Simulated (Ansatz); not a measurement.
Read the following structure.

```
Ti Si
1.0
     5.26495    0.00000    0.00000
    -2.63247    4.55958    0.00000
     0.00000    0.00000    4.28497
Ti Si
6 2
Direct
  0.34250 0.17125 0.75000
  0.82875 0.17125 0.75000
  0.82875 0.65750 0.75000
  0.65750 0.82875 0.25000
  0.17125 0.82875 0.25000
  0.17125 0.34250 0.25000
  0.33333 0.66667 0.75000
  0.66667 0.33333 0.25000
```

Q: Describe what this structure looks like.

A: The formula is Ti3Si. It belongs to space group P6_3/mmc (No. 194) and has a primitive hexagonal lattice. Counting shared atoms by their share gives 6 Ti, 2 Si, or 8 atoms. The neighbours of Ti are eight Ti and four Si in an anticuboctahedral arrangement (2.56 to 2.70 Å to Ti, 2.60 to 2.63 Å to Si). The coordination shell of Si holds twelve Ti in an anticuboctahedral arrangement at 2.60 to 2.63 Å. The bonds build a three-dimensional framework.

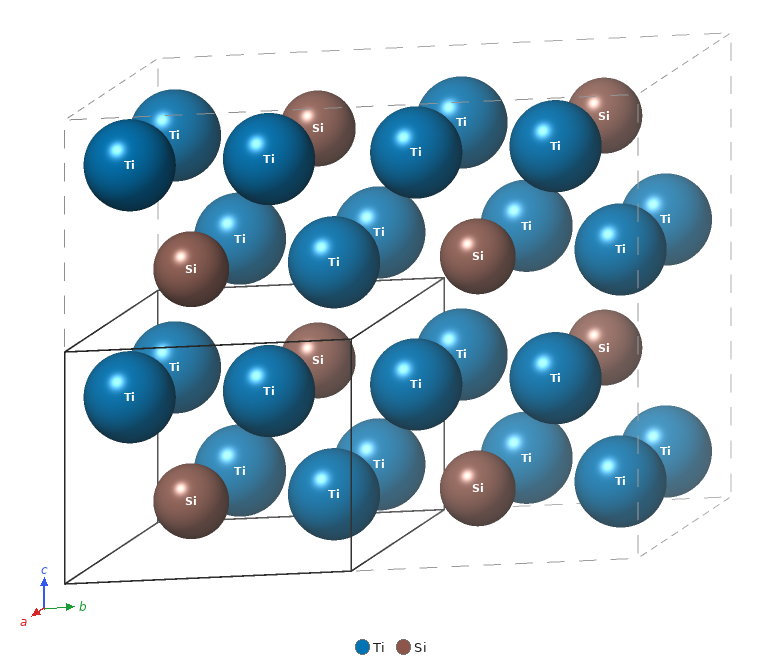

This spheres-only model is shown slightly off an axis. The solid box is one conventional unit cell, and 1×2×2 cells are shown.

The structure was taken from a structure listed in the Materials Project. It was relaxed with DFT LDA, scalar-relativistic, plane waves, PAW in Ansatz under a constraint or pressure on the cell, so some stress remains.

At this level of theory the run's own cell isn't at rest (compressed, at 25 GPa), so its distances can differ from those at equilibrium, the more so the softer the solid.
